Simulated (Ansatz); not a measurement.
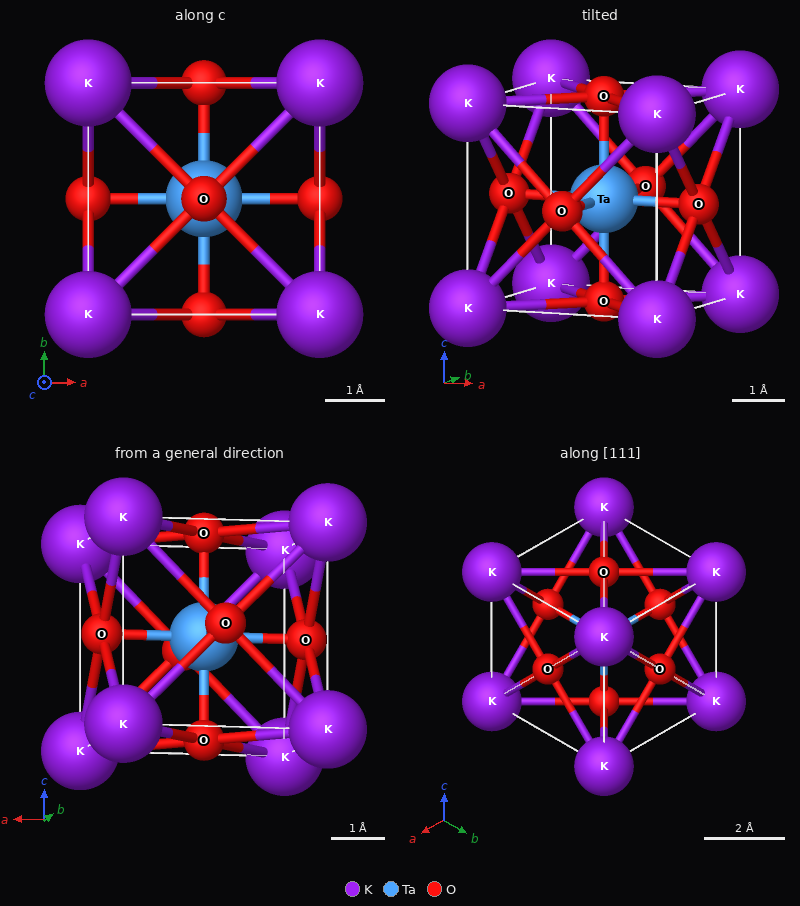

Structure drawing (ball-and-stick), viewed along the c axis, slightly off an axis, from a general direction and along [111]. The lines enclose the conventional unit cell; boundary atoms appear with their images.

The bonds drawn are K–O up to 3.50 Å, O–Ta up to 2.51 Å (cut-off distances).

Question: Read off the composition.

Answer: KTaO3. The cell holds 1 K, 1 Ta, 3 O, counting shared atoms by their share.

Question: Give the prototype.

Answer: Cubic perovskite.

Question: What is the topology of the bonding, in broad terms?

Answer: The bonds build a three-dimensional framework.

The initial geometry was a structure type known for this compound. The cell was then strained or its atoms displaced on purpose. It was run through Ansatz as a DFT input.
